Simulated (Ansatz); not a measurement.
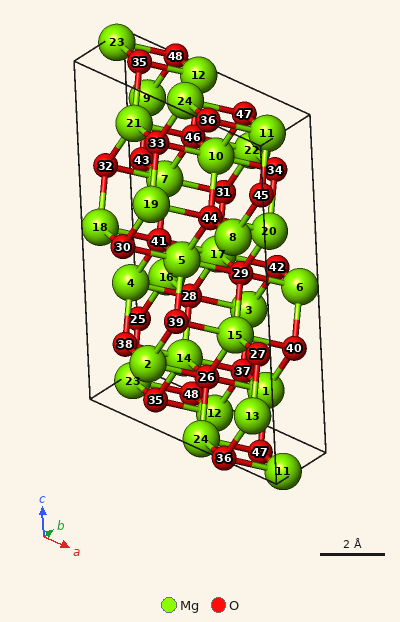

*The input geometry (ball-and-stick view of the cell of the calculation, seen slightly off an axis; atoms are numbered from 1 in the order of the input). An atom can appear more than once, as a periodic image.*

## Single-point calculation, with input and output: MgO (part 1 of 2)

The run: single-point calculation of MgO (P6₃/mmc, 48 atoms in the cell). Method and program: DFT PBE, scalar-relativistic, plane waves, PAW, no spin polarisation (Ansatz 0.2.0).

The structure derives from a Materials Project entry. Figures and captions count atoms from 1; the log counts them from 0 in places.

What the program printed
```
Warning: the atoms were moved onto the symmetric positions of the space group found under crystal.symmetry.tolerance 1.0e-5 (fractional; no operation is sought that the atoms, as they stand in a round, miss by more than twice it, and no atom is moved by as much as it), and the run uses the moved positions. Before a round's move an operation carried an atom to 1.09e-5 Å from where it should land, the largest such distance. Atom 0 (counting from 0) moved farthest, by 5.44e-6 Å; the longest move in fractions of the cell, of whichever atom, is 0.10 of the tolerance, in 1 round. To run the atoms as typed, lower crystal.symmetry.tolerance until the operations that they miss are no longer found, or set crystal.symmetry.detect: false (a key that needs symmetry detection or time reversal refuses this as the deck is read). The positions used, in the order of the run's atom list: position: [0.7916663333333334, 0.6250003333333334, 0.16666666666666666]; position: [0.2916663333333333, 0.12500033333333335, 0.16666666666666666]; position: [0.6249996666666666, 0.9583336666666666, 0.33333333333333337]; position: [0.12499966666666665, 0.4583336666666667, 0.33333333333333337]; position: [0.458333, 0.291667, 0.5]; position: [0.958333, 0.791667, 0.5]; position: [0.2916663333333333, 0.6250003333333334, 0.6666666666666666]; position: [0.7916663333333334, 0.12500033333333335, 0.6666666666666666]; position: [0.12499966666666665, 0.9583336666666666, 0.8333333333333334]; position: [0.6249996666666666, 0.4583336666666667, 0.8333333333333334]; position: [0.958333, 0.291667, 0.0]; position: [0.458333, 0.791667, 0.0]; position: [0.8750003333333334, 0.04166633333333331, 0.16666666666666666]; position: [0.3750003333333333, 0.5416663333333334, 0.16666666666666666]; position: [0.7083336666666666, 0.3749996666666667, 0.33333333333333337]; position: [0.2083336666666667, 0.8749996666666666, 0.33333333333333337]; position: [0.541667, 0.708333, 0.5]; position: [0.041667, 0.208333, 0.5]; position: [0.3750003333333333, 0.04166633333333331, 0.6666666666666666]; position: [0.8750003333333334, 0.5416663333333334, 0.6666666666666666]; position: [0.2083336666666667, 0.3749996666666667, 0.8333333333333334]; position: [0.7083336666666666, 0.8749996666666666, 0.8333333333333334]; position: [0.041667, 0.708333, 0.0]; position: [0.541667, 0.208333, 0.0]; position: [0.041666333333333326, 0.8750003333333334, 0.16666666666666666]; position: [0.5416663333333334, 0.3750003333333333, 0.16666666666666666]; position: [0.8749996666666666, 0.2083336666666667, 0.33333333333333337]; position: [0.3749996666666667, 0.7083336666666666, 0.33333333333333337]; position: [0.708333, 0.541667, 0.5]; position: [0.208333, 0.041667, 0.5]; position: [0.5416663333333334, 0.8750003333333334, 0.6666666666666666]; position: [0.041666333333333326, 0.3750003333333333, 0.6666666666666666]; position: [0.3749996666666667, 0.2083336666666667, 0.8333333333333334]; position: [0.8749996666666666, 0.7083336666666666, 0.8333333333333334]; position: [0.208333, 0.541667, 0.0]; position: [0.708333, 0.041667, 0.0]; position: [0.6250003333333334, 0.7916663333333334, 0.16666666666666666]; position: [0.12500033333333335, 0.2916663333333333, 0.16666666666666666]; position: [0.4583336666666667, 0.12499966666666665, 0.33333333333333337]; position: [0.9583336666666666, 0.6249996666666666, 0.33333333333333337]; position: [0.291667, 0.458333, 0.5]; position: [0.791667, 0.958333, 0.5]; position: [0.12500033333333335, 0.7916663333333334, 0.6666666666666666]; position: [0.6250003333333334, 0.2916663333333333, 0.6666666666666666]; position: [0.9583336666666666, 0.12499966666666665, 0.8333333333333334]; position: [0.4583336666666667, 0.6249996666666666, 0.8333333333333334]; position: [0.791667, 0.458333, 0.0]; position: [0.291667, 0.958333, 0.0]; The lattice was moved too: crystal.lattice keeps the space group found at crystal.symmetry.tolerance 1.0e-5 only nearly: the operation that it misses by the most changes a squared length by the fraction 1.97e-7. The run uses the lattice that is a stretch of the typed one, with no rotation, onto the one that keeps every operation to a double's rounding (on a very oblique basis the stretch itself rounds by more); the deck's lattice vector that moved farthest moved by 5.52e-7 Å. To run the lattice as typed, set crystal.symmetry.tolerance under 4.69e-8, the least fraction by which an operation that the lattice misses changes a squared length (the same key also sets how far an atom may lie from its image, so lowering it can lose operations that the atoms keep only within it), or set crystal.symmetry.detect: false, as for the atoms. crystal.lattice made exact, in Å and degrees: [[5.2295668646869204, -3.0192922343691193, -4.178040999999994], [-5.229567064418628, 3.0192918884236684, -4.178040999999998], [5.229566993524207, 9.057875234369149, 4.178040499999995]]. Pasted over the deck's crystal.lattice, beside positions in fractional coordinates, it runs the same cell (given as lengths and angles, that cell in the form's own orientation, a rigid turn of the misfit's size from the one run here, for which a checkpoint.post_process_only pass over this run's state can be refused: where this run relaxes nothing, give such a pass this deck's own crystal.lattice, as typed; behind a relaxation, as crystal.lattice, the state's own cell, identity.cell in its checkpoint.json), and a matrix so pasted ends this notice, except on a very skew basis of the lattice, where the rounding of the pasted numbers themselves can read as a misfit: the cell is then moved again, and that move is told again. The lattice as run is in this notice's lattice.as_run_ang field (Run.prep()["deck_notices"] in Python, the deck_notice line of an events file, deck_notices of ansatz run --dry-run=json, or deck_notices in record.json in the deck's checkpoint.write directory).
Engine: ansatz 0.2.0, aarch64-unknown-linux-gnu
Pseudopotentials: kind: paw
Pseudopotential: Mg, paw, valence charge 10, recommended cutoff 420 eV (normal), Mg.paw.azcp
Pseudopotential: O, paw, valence charge 6, recommended cutoff 420 eV (normal), O.paw.azcp
Functional definition: PBE
  parameter kappa = 0.804
  parameter beta = 0.06672455060314922
  exchange = pbe_x(kappa = kappa, mu = beta*pi^2/3)
  correlation = pbe_c(beta = beta)
Crystal: 48 atoms, lattice volume = 527.756 Å³
Basis set: ecut = 420 eV, 10319 PW (Γ), exchange–correlation on 100×100×160 points (8 copies of the dense FFT grid, shifted against one another)
Bands: 240, of which v1, the nominal top of the filled ones, is band 192 counted from 1 (191 counted from 0)
Symmetry: 96 space group operations
Space group: P63/mmc (ITA 194), of the structure as read, at distance tolerance 8.1e-5 Å
k-points: 5 of 8
Non-local potential: Mg, projectors of the file, l = 0: 3, l = 1: 2, l = 2: 1
Non-local potential: O, projectors of the file, l = 0: 2, l = 1: 2, l = 2: 1
PAW form: soft (Blöchl's): semilocal exchange-correlation on the pseudo side does not see the compensation charge
PAW one-centre angular grid: Mg, 110 points (default); XC on 64 Gauss nodes
PAW one-centre angular grid: O, 110 points (default); XC on 64 Gauss nodes
Initial density: superposition of atomic densities (neutral atoms: chi_scale 0, normalization atom), corrected by the library's trained network
Initial wavefunctions: pseudopotential atomic-orbital guess
Functional: x = pbe(κ = 0.804, μ = 0.2195149727645171), c = pbe(β = 0.06672455060314922)
SCF iter   1: F=—  HF=-59857.404976 eV  |F-HF|=—  |Δ(HF+E_count)|=         —  Δρ=1.13e-3  dr2=2.96e-3  ethr=1.77e-3  ⟨swp⟩=6.0  Hψ=5023  notcnv=0  defer=27
preconditioner: auto → Resta (q_TF=auto, 2.587 Å⁻¹)  ε∞=3.2  [insulator: Δε(μ)=3.448 eV  Ē_g=15.038 eV  σ=0.050 eV  W_gap=1.00  n_scr=150 (ndim 8)  ℏωp=22.4 eV  f_vac=0.057  D(μ)=0.00/eV (n_scr^D=0)  ε∞_Penn≈3.2]
SCF iter   2: F=—  HF=-59857.405223 eV  |F-HF|=—  |Δ(HF+E_count)|=   2.47e-4  Δρ=5.92e-4  dr2=9.68e-4  ethr=7.72e-7  ⟨swp⟩=2.0  Hψ=2340  notcnv=0  defer=75
SCF iter   3: F=—  HF=-59857.406690 eV  |F-HF|=—  |Δ(HF+E_count)|=   1.47e-3  Δρ=1.86e-4  dr2=1.30e-4  ethr=2.52e-7  ⟨swp⟩=3.0  Hψ=2105  notcnv=0  defer=35
automatic band count: iteration 3 solves 222 bands in place of 240: the levels show a gap, and the empty bands left out lie too high to hold charge; the band table lists the bands solved (type scf.n_extra_bands for more)
SCF iter   4: F=—  HF=-59857.406588 eV  |F-HF|=—  |Δ(HF+E_count)|=   1.02e-4  Δρ=5.75e-5  dr2=1.49e-5  ethr=3.38e-8  ⟨swp⟩=2.0  Hψ=1466  notcnv=0  defer=35
SCF iter   5: F=—  HF=-59857.407403 eV  |F-HF|=—  |Δ(HF+E_count)|=   8.15e-4  Δρ=1.65e-5  dr2=1.30e-6  ethr=3.88e-9  ⟨swp⟩=2.0  Hψ=1797  notcnv=0  defer=35
SCF iter   6: F=-59857.407405 eV  HF=-59857.407405 eV  |F-HF|=1.16e-7  |Δ(HF+E_count)|=   1.94e-6  Δρ=3.79e-6  dr2=6.46e-8  ethr=2.60e-11  ⟨swp⟩=9.4  Hψ=4510  notcnv=0
SCF 1 converged in 6 iterations: F = -59857.407405 eV  dr2 = 6.46e-8
  greatest PAW one-centre occupation: 1.000 electrons in one spin orbital (limit 2), on the Mg atom at site 23 (counted from 0), in its partial waves of l = 0
SCF converged after 6 iterations
Free energy (F): -59857.407405 eV
Harris-Foulkes:  -59857.407405 eV  (|F-HF|=1.16e-7)
Internal energy: -59857.407405 eV  (E = F + TS)
E sigma→0 (E₀):  -59857.407405 eV
Fermi energy:    7.940187 eV
--- Per-component energies (eV) ---
  E_band       = -7746.665612
  E_kinetic    = 6126.167056
  E_local      = -43766.248234  (includes V_loc(G=0)·N_el)
  E_nonlocal   = 3430.591527
  E_hartree    = 15592.638889
  E_xc         = -2518.948747
  E_vxc        = -3226.709620  (∫ρ·V_xc dr)
  E_paw        = -10799.510124  (= ΣΔE_a)
  E_vpaw       = -1495.795526  (= ΣTr[D̂ρ^β])
  E_aug_tail   = 0.059921  (compensation charges beyond the density's cutoff)
  E_ewald      = -27922.157691
  E_smearing   = -0.000000  (= −TS)
  E_closure    = -0.000000  (closes the sum)
  Σ components = -59857.407405   (vs F -59857.407405, Δ=0.00e0)
--- Forces (eV/Å), atoms counted from 1 ---
  atom   1  Mg    -0.00009328     0.00005386    -0.00000000
  atom   2  Mg    -0.00009328     0.00005386    -0.00000000
  atom   3  Mg    -0.00009328     0.00005386    -0.00000000
  atom   4  Mg    -0.00009328     0.00005386    -0.00000000
  atom   5  Mg    -0.00009328     0.00005386    -0.00000000
  atom   6  Mg    -0.00009328     0.00005386    -0.00000000
  atom   7  Mg    -0.00009328     0.00005386    -0.00000000
  atom   8  Mg    -0.00009328     0.00005386    -0.00000000
  atom   9  Mg    -0.00009328     0.00005386    -0.00000000
  atom  10  Mg    -0.00009328     0.00005386    -0.00000000
  atom  11  Mg    -0.00009328     0.00005386    -0.00000000
  atom  12  Mg    -0.00009328     0.00005386    -0.00000000
  atom  13  Mg     0.00009328    -0.00005386     0.00000000
  atom  14  Mg     0.00009328    -0.00005386     0.00000000
  atom  15  Mg     0.00009328    -0.00005386     0.00000000
  atom  16  Mg     0.00009328    -0.00005386     0.00000000
  atom  17  Mg     0.00009328    -0.00005386     0.00000000
  atom  18  Mg     0.00009328    -0.00005386     0.00000000
  atom  19  Mg     0.00009328    -0.00005386     0.00000000
  atom  20  Mg     0.00009328    -0.00005386     0.00000000
  atom  21  Mg     0.00009328    -0.00005386     0.00000000
  atom  22  Mg     0.00009328    -0.00005386     0.00000000
  atom  23  Mg     0.00009328    -0.00005386     0.00000000
  atom  24  Mg     0.00009328    -0.00005386     0.00000000
  atom  25  O      0.00015385    -0.00008882    -0.00000000
  atom  26  O      0.00015385    -0.00008882    -0.00000000
  atom  27  O      0.00015385    -0.00008882     0.00000000
  atom  28  O      0.00015385    -0.00008882    -0.00000000
  atom  29  O      0.00015385    -0.00008882    -0.00000000
  atom  30  O      0.00015385    -0.00008882    -0.00000000
  atom  31  O      0.00015385    -0.00008882    -0.00000000
  atom  32  O      0.00015385    -0.00008882    -0.00000000
  atom  33  O      0.00015385    -0.00008882    -0.00000000
  atom  34  O      0.00015385    -0.00008882    -0.00000000
  atom  35  O      0.00015385    -0.00008882    -0.00000000
  atom  36  O      0.00015385    -0.00008882    -0.00000000
  atom  37  O     -0.00015385     0.00008882     0.00000000
  atom  38  O     -0.00015385     0.00008882     0.00000000
  atom  39  O     -0.00015385     0.00008882     0.00000000
  atom  40  O     -0.00015385     0.00008882    -0.00000000
  atom  41  O     -0.00015385     0.00008882     0.00000000
  atom  42  O     -0.00015385     0.00008882     0.00000000
  atom  43  O     -0.00015385     0.00008882     0.00000000
  atom  44  O     -0.00015385     0.00008882     0.00000000
  atom  45  O     -0.00015385     0.00008882     0.00000000
  atom  46  O     -0.00015385     0.00008882     0.00000000
  atom  47  O     -0.00015385     0.00008882     0.00000000
  atom  48  O     -0.00015385     0.00008882     0.00000000
  max |Σ_I F_I| component: 9.83e-18 eV/Å
--- Band table (eV; the first three rows and the last of 5) ---
  k-point 0: bands = ["-66.0416", "-66.0390", "-66.0390", "-66.0367", "-66.0349", "-66.0349", "-66.0349", "-66.0349", "-66.0349", "-66.0349", "-66.0349", "-66.0349", "-66.0346", "-66.0346", "-66.0346", "-66.0346", "-66.0345", "-66.0345", "-66.0345", "-66.0345", "-66.0325", "-66.0307", "-66.0307", "-66.0291", "-32.8381", "-32.8381", "-32.8381", "-32.8381", "-32.8278", "-32.8269", "-32.8269", "-32.8269", "-32.8269", "-32.8269", "-32.8269", "-32.8269", "-32.8269", "-32.8257", "-32.8257", "-32.8222",
      "-32.8181", "-32.8170", "-32.8170", "-32.8155", "-32.8155", "-32.8143", "-32.8143", "-32.8103", "-32.8103", "-32.8103", "-32.8103", "-32.8096", "-32.8096", "-32.8030", "-32.8012", "-32.7995", "-32.7995", "-32.7995", "-32.7995", "-32.7990", "-32.7990", "-32.7990", "-32.7990", "-32.7990", "-32.7990", "-32.7990", "-32.7990", "-32.7948", "-32.7948", "-32.7884", "-32.7884", "-32.7884", "-32.7884", "-32.7834", "-32.7834", "-32.7823", "-32.7823", "-32.7819", "-32.7819", "-32.7812",
      "-32.7760", "-32.7700", "-32.7700", "-32.7700", "-32.7700", "-32.7700", "-32.7700", "-32.7700", "-32.7700", "-32.7652", "-32.7652", "-32.7652", "-32.7652", "-32.7639", "-32.7639", "-32.7521", "-10.7169", "-10.3403", "-10.3403", "-10.0007", "-9.8195", "-9.8195", "-9.8195", "-9.8195", "-9.8195", "-9.8195", "-9.8195", "-9.8195", "-9.7476", "-9.7476", "-9.7476", "-9.7476", "-9.7022", "-9.7022", "-9.7022", "-9.7022", "-9.5562", "-9.4000", "-9.4000", "-9.3215",
      "2.3461", "2.3461", "2.3461", "2.3461", "2.6006", "2.6023", "2.6023", "2.6644", "2.8363", "2.8363", "2.8363", "2.8363", "2.8363", "2.8363", "2.8363", "2.8363", "3.2040", "3.2040", "3.4218", "3.4218", "3.8604", "3.8639", "3.8639", "3.8851", "4.0347", "4.0347", "4.0347", "4.0347", "4.2557", "4.4112", "4.4112", "4.4112", "4.4112", "4.4868", "4.4870", "4.5825", "4.5825", "4.5825", "4.5825", "4.5825",
      "4.5825", "4.5825", "4.5825", "4.6848", "4.6848", "4.6849", "4.6849", "4.6849", "4.6849", "4.9246", "5.3329", "5.3329", "5.4000", "5.4000", "5.4000", "5.4000", "5.4105", "5.4106", "5.4516", "5.4516", "5.4516", "5.4516", "5.4516", "5.4516", "5.4516", "5.4516", "5.5181", "5.5181", "5.5946", "5.5946", "5.6926", "6.2127", "9.6677", "12.0615", "12.0615", "13.2242", "13.3680", "13.3680", "13.3680", "13.3680",
      "13.3680", "13.3680", "13.3680", "13.3680", "13.5175", "13.5175", "13.5605", "13.5605", "13.5605", "13.5605", "15.2596", "15.2596", "15.3240", "15.7285", "16.0992", "16.3718", "16.3718", "16.8619", "16.8619", "17.0685", "17.0685", "17.0685"]
```
